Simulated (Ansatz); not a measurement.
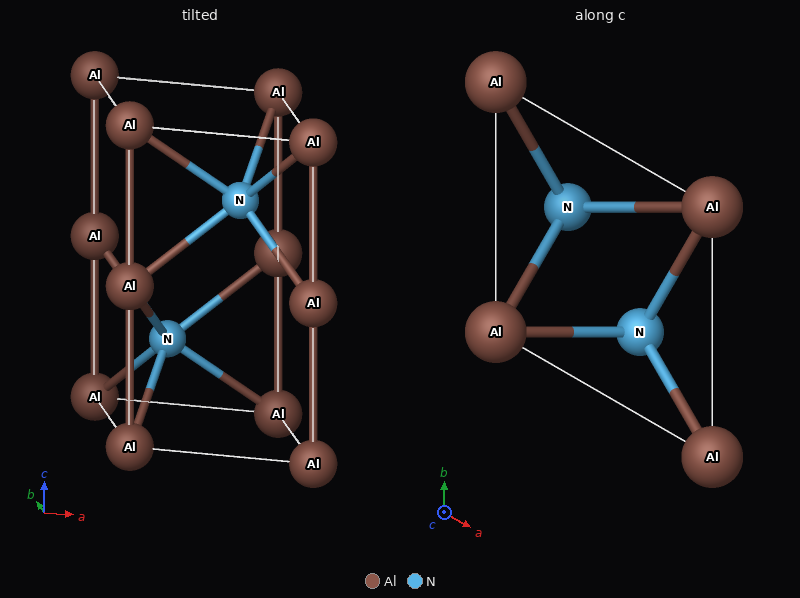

Ball-and-stick model, viewed slightly off an axis and along the c axis. The wireframe shows the conventional unit cell. Cell: a = 2.86 Å, b = 2.86 Å, c = 4.88 Å, α = 90.00°, β = 90.00°, γ = 120.00°.

It goes back to a structure type filled with these elements by a generator (whether the compound takes this form wasn't checked). Earlier steps of the study may have refined or changed the cell and positions. It was run through Ansatz as a DFT input.

Write a short crystallographic description.

Answer. This is AlN. It takes space group P6_3/mmc (No. 194) on a primitive hexagonal lattice. Its structure type: nickel arsenide (NiAs) type. In the cell are 2 Al, 2 N, which makes 2 formula units. Each Al atom is coordinated by six N and two Al (about 2.1 Å to N, 2.4 Å to Al). N is linked to six Al in a distorted trigonal prismatic arrangement at about 2.1 Å. The bonds build a three-dimensional framework.

All computed values are from DFT PBE, scalar-relativistic, plane waves, PAW in Ansatz 0.2.0. Settings: a kinetic-energy cutoff of 420 eV, a 12×12×6 sampling of the Brillouin zone, Gaussian smearing of 0.02 eV, no spin polarisation.

How large a gap does the method give, if there is one?

Answer. An insulator at this level, with a gap of 4.74 eV, indirect.

What does a Bader analysis give?

Answer. Al +2.47 e; N -2.47 e.

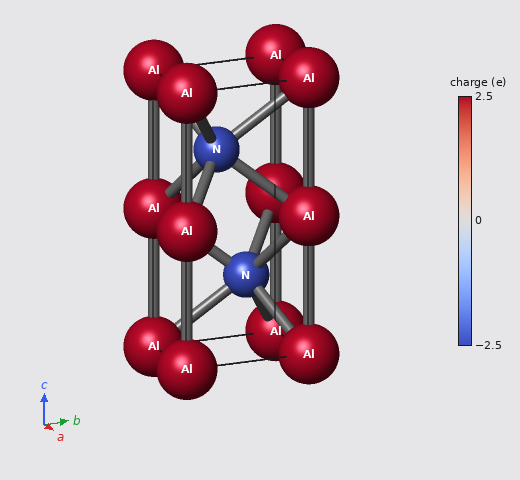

The atoms coloured by those charges. The run's cell of 4 atoms is drawn.

Is this the optimised geometry for these settings?

Answer. Yes. All forces vanish to within 0.01 eV/Å. The pressure is 0.0 GPa, close to zero.
